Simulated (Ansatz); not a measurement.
**Energy of Mo3Si along a shift of atoms along one path**

System: Mo3Si (P4₂mc, 8 atoms in the cell).
Method: DFT PBEsol, scalar-relativistic, plane waves, PAW, no spin polarisation (Ansatz 0.2.0).

The 7 runs differ only in the geometry, by a shift of atoms along one path in a fixed cell. The shift s is measured from run 4: Mo6 moves along the Cartesian direction (0.00, −1.00, 0.00), and Si1, Si2, Mo3, Mo4, Mo5, Mo7 and Mo8 with it in fixed proportion. The structure derives from an entry of the Crystallography Open Database.

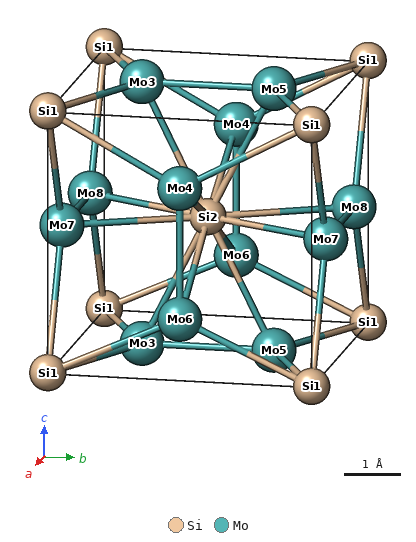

Figure 1. The structure of run 4 (ball-and-stick view of the cell of the calculation, set on other vectors, seen slightly off an axis; atoms are numbered from 1 in the order of the input). An atom can appear more than once, as a periodic image.

**Input of run 4**
```yaml
crystal:
  lattice:
    - [4.8615851677, 0.0, 0.0]
    - [0.0, 4.8615851677, 0.0]
    - [0.0, 0.0, 4.8615851677]
  atoms:
    - { symbol: Si, position: [0.0, 0.0047182617, 0.0] }
    - { symbol: Si, position: [0.5, 0.5047182617, 0.5] }
    - { symbol: Mo, position: [0.25, 0.0070230052, 0.5] }
    - { symbol: Mo, position: [0.5, 0.734572933, 0.0] }
    - { symbol: Mo, position: [0.75, 0.0070230052, 0.5] }
    - { symbol: Mo, position: [0.5, 0.234572933, 0.0] }
    - { symbol: Mo, position: [0.0, 0.5070230052, 0.75] }
    - { symbol: Mo, position: [0.0, 0.5070230052, 0.25] }
basis:
  ecutwfc: 420
kpoints:
  mp_grid: { grid: [8, 8, 8] }
hamiltonian:
  xc: pbesol
scf:
  occupations: { method: gaussian, width: 0.15 }
output:
  forces: true
  stress: true
  eigenvalues: true
```

Command:
```bash
ansatz run input.yaml --threads 2 --pin off --max-ram 5120MiB --backend cpu --events-out ev --progress --plain --runs-dir out
```

Lattice vectors (Å) and fractional positions of run 4:
```
   4.861585    0.000000    0.000000
   0.000000    4.861585    0.000000
   0.000000    0.000000    4.861585
Si  0.000000  0.004718  0.000000
Si  0.500000  0.504718  0.500000
Mo  0.250000  0.007023  0.500000
Mo  0.500000  0.734573  0.000000
Mo  0.750000  0.007023  0.500000
Mo  0.500000  0.234573  0.000000
Mo  0.000000  0.507023  0.750000
Mo  0.000000  0.507023  0.250000
```

Run 2 differs from it as follows:
```diff
-    - { symbol: Si, position: [0.0, 0.0047182617, 0.0] }
-    - { symbol: Si, position: [0.5, 0.5047182617, 0.5] }
-    - { symbol: Mo, position: [0.25, 0.0070230052, 0.5] }
-    - { symbol: Mo, position: [0.5, 0.734572933, 0.0] }
-    - { symbol: Mo, position: [0.75, 0.0070230052, 0.5] }
-    - { symbol: Mo, position: [0.5, 0.234572933, 0.0] }
-    - { symbol: Mo, position: [0.0, 0.5070230052, 0.75] }
-    - { symbol: Mo, position: [0.0, 0.5070230052, 0.25] }
+    - { symbol: Si, position: [0.0, -0.0094365234, 0.0] }
+    - { symbol: Si, position: [0.5, 0.4905634766, 0.5] }
+    - { symbol: Mo, position: [0.25, -0.0140460104, 0.5] }
+    - { symbol: Mo, position: [0.5, 0.780854134, 0.0] }
+    - { symbol: Mo, position: [0.75, -0.0140460104, 0.5] }
+    - { symbol: Mo, position: [0.5, 0.280854134, 0.0] }
+    - { symbol: Mo, position: [0.0, 0.4859539896, 0.75] }
+    - { symbol: Mo, position: [0.0, 0.4859539896, 0.25] }
```

**Results, with one run withheld**

```csv
run,shift s of Mo6 (Å),"free energy per atom, from the lowest run given (meV)",pressure (GPa),force along the path (eV/Å)
1,−0.3750,129.27,3.33,7.273
2,−0.2250,?,?,?
3,−0.0375,0.00,0.08,−0.831
4,0.0000,5.84,0.25,−1.659
5,0.0375,15.58,0.53,−2.503
6,0.1500,70.16,1.95,−5.323
7,0.1875,97.42,2.60,−6.310
```

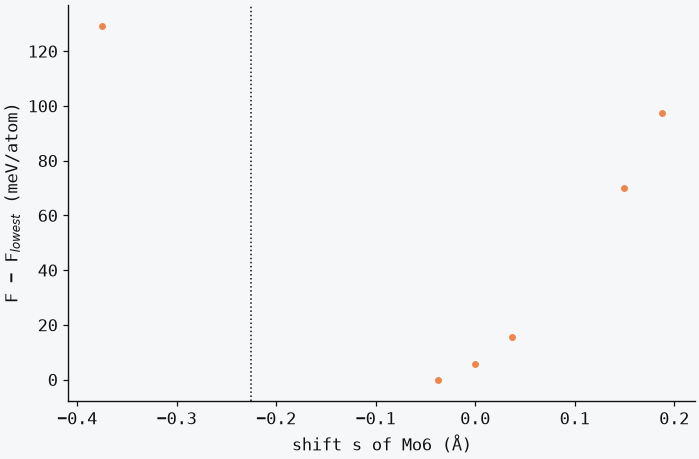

Figure 2. Free energy per atom of the runs given; the dotted line marks run 2.

Estimate the energy of run 2 from the others.

A cubic polynomial in the coordinate, fitted to the 6 runs given, misses them by at most 0.19 meV per atom. With x = s + 0.0063, it reads F = 4.4941 + 186.05 x + 1480.6 x² + 157.7 x³ (meV per atom). At run 2 it gives 32.97 meV per atom, and the run itself gives 29.38. The slope of the fit gives a force −dF/ds of 3.511 eV/Å along the path (summed over the atoms that move), and the printed forces give 3.397 eV/Å. The fit has its minimum at s = −0.0698 Å. The miss comes from the order of the polynomial or from scatter in that run; these data can't tell which.

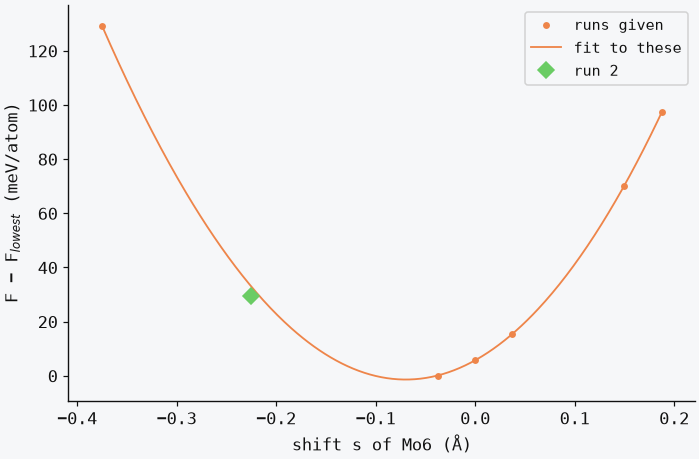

Figure 3. The fit and the withheld run.

**Output, shortened to warnings, some set-up lines, iterations and results (run 2)**
```
Basis set: ecut = 420 eV, 2205 PW (Γ), exchange–correlation on 72×72×72 points (8 copies of the dense FFT grid, shifted against one another)
Symmetry: 8 space group operations
k-points: 75 of 512 (time reversal used)
Initial density: superposition of atomic densities (neutral atoms: chi_scale 0, normalization atom), corrected by the library's trained network
[...]
SCF iter   1: F=—  HF=-30630.538720 eV  |F-HF|=—  |Δ(HF+E_count)|=         —  Δρ=5.91e-3  dr2=2.45e-2  ethr=1.77e-3  ⟨swp⟩=5.3  Hψ=14441  notcnv=0
SCF iter   2: F=—  HF=-30630.534041 eV  |F-HF|=—  |Δ(HF+E_count)|=   4.68e-3  Δρ=3.13e-3  dr2=6.59e-3  ethr=2.66e-5  ⟨swp⟩=2.7  Hψ=7972  notcnv=0
SCF iter   3: F=—  HF=-30630.532416 eV  |F-HF|=—  |Δ(HF+E_count)|=   1.62e-3  Δρ=4.15e-4  dr2=1.63e-4  ethr=7.16e-6  ⟨swp⟩=2.8  Hψ=7390  notcnv=0
SCF iter   4: F=—  HF=-30630.532389 eV  |F-HF|=—  |Δ(HF+E_count)|=   2.72e-5  Δρ=5.31e-5  dr2=2.99e-6  ethr=1.78e-7  ⟨swp⟩=2.0  Hψ=5609  notcnv=0
SCF iter   5: F=—  HF=-30630.532357 eV  |F-HF|=—  |Δ(HF+E_count)|=   3.20e-5  Δρ=9.33e-6  dr2=5.27e-8  ethr=3.25e-9  ⟨swp⟩=2.0  Hψ=5883  notcnv=0
SCF iter   6: F=-30630.532357 eV  HF=-30630.532357 eV  |F-HF|=5.97e-10  |Δ(HF+E_count)|=   2.16e-9  Δρ=1.47e-6  dr2=1.60e-9  ethr=5.73e-11  ⟨swp⟩=6.2  Hψ=14860  notcnv=0
SCF 1 converged in 6 iterations: F = -30630.532357 eV  dr2 = 1.60e-9
SCF converged after 6 iterations
Free energy (F): -30630.532357 eV
Harris-Foulkes:  -30630.532357 eV  (|F-HF|=5.97e-10)
Internal energy: -30630.485526 eV  (E = F + TS)
E sigma→0 (E₀):  -30630.508942 eV
Entropy (-TS):   -0.046831 eV (-5.854 meV/atom)
Fermi energy:    19.978579 eV
--- Per-component energies (eV) ---
  E_band       = -318.675684
  E_kinetic    = 2750.751444
  E_local      = -5462.131718  (includes V_loc(G=0)·N_el)
  E_nonlocal   = 921.171222
  E_hartree    = 1913.497760
  E_xc         = -1212.538188
  E_vxc        = -1476.215413  (∫ρ·V_xc dr)
  E_paw        = -19863.319911  (= ΣΔE_a)
  E_vpaw       = -879.246200  (= ΣTr[D̂ρ^β])
  E_aug_tail   = 0.000241  (compensation charges beyond the density's cutoff)
  E_ewald      = -9679.235292
  E_core_change = 1.318917  (= ΣΔE_core)
  E_smearing   = -0.046831  (= −TS)
  E_closure    = 0.000000  (closes the sum)
  Σ components = -30630.532357   (vs F -30630.532357, Δ=0.00e0)
--- Forces (eV/Å), atoms counted from 1 ---
  atom   1  Si     0.00000000     0.10444166     0.00000000
  atom   2  Si    -0.00000000     0.10444166     0.00000000
  atom   3  Mo    -0.02379560     0.53671573     0.00000000
  atom   4  Mo    -0.00000000    -1.17787829     0.00000000
  atom   5  Mo     0.02379560     0.53671573     0.00000000
  atom   6  Mo     0.00000000    -1.17787829     0.00000000
  atom   7  Mo     0.00000000     0.53671573    -0.02379560
  atom   8  Mo     0.00000000     0.53671573     0.02379560
  max |Σ_I F_I| component: 1.03e-5 eV/Å
--- Stress (GPa, compression-positive) ---
        1.030576       0.000000       0.000000
        0.000000       0.651141       0.000000
        0.000000       0.000000       1.030576
  P = ⅓ Tr σ = 0.9041 GPa (9.041 kbar)
```
